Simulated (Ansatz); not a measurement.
MoS2, space group R3m:H (No. 160), a = 3.153 Å, b = 3.153 Å, c = 17.989 Å, α = 90.00°, β = 90.00°, γ = 120.00°

```tsv
site	Wyckoff	x	y	z
Mo	3a	0.6667	0.3333	0.3333
S1	3a	0.6667	0.3333	0.0868
S2	3a	0.3333	0.6667	0.2463
```

Source: the end point of a relaxation with DFT PBE+D3(BJ), scalar-relativistic, plane waves, PAW in Ansatz.

### Describe the coordination of Mo.

MoS6: an essentially ideal trigonal prism (coordination number 6, S = 0.00; next best octahedron, S = 16.7). Bonds: 6 × Mo–S 2.40 Å. The next neighbour, not counted, lies at 3.15 Å.

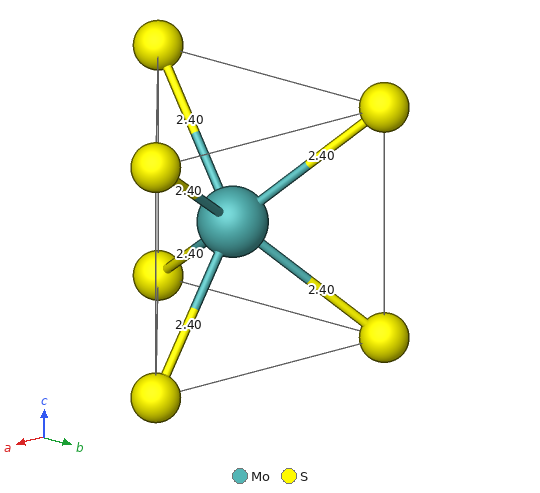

The polyhedron about Mo. The shape measure S (0 to 100) is the computed least-squares distance from an ideal polyhedron; S = 0 means ideal.
